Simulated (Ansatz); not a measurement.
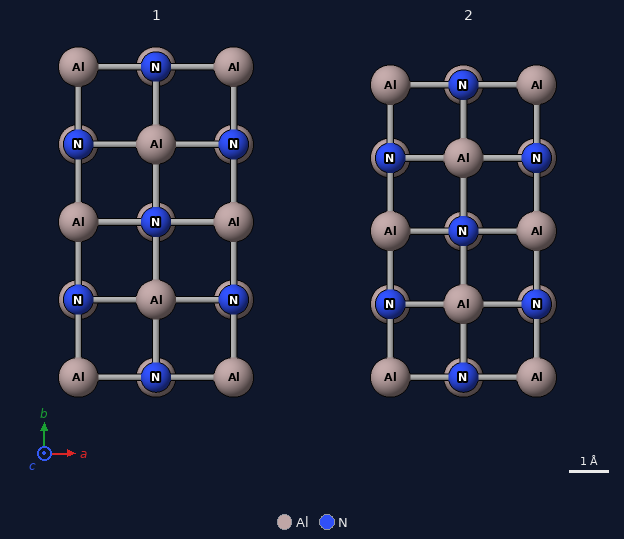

Two geometries of a crystal of AlN (built on the rocksalt type), drawn at one scale. One is the start of a relaxation, the other its converged end. A ball-and-stick model of the conventional cell (4 times the calculation's cell), repeated 1 × 2 × 1 with one cell outlined, seen along the c axis. Lengths and directions refer to the drawn axes.

Theory: DFT, PBE, plane waves, PAW (Ansatz). Set-up: plane-wave cutoff 420 eV; k-point mesh 10 × 10 × 10; occupations fermi dirac; smearing width 0.02 eV; no spin polarisation; cell and atoms relaxed; force threshold 0.005 eV/Å.

Question: Which one is relaxed?

Answer: Structure 1 is the relaxed one. The atoms keep their places relative to the cell (all moves are under 0.005 Å). The drawn cell changes as follows: a = b = c 3.833 → 4.071 Å (+6.2 %); the volume changes by +19.7 %. Among the contacts that change: Al–N 1.917 → 2.035 Å. The space group stays Fm-3m (No. 225). Over 6 accepted moves (8 points after the start) the energy falls by 242 meV per atom. All forces vanish by symmetry, so only the cell relaxes. The pressure goes from 64.63 to 0.01 GPa. The SCF was repeated twice at an unchanged geometry on a basis and grid sized afresh for the cell, which shifted the energy by 13.2 meV per atom at most.
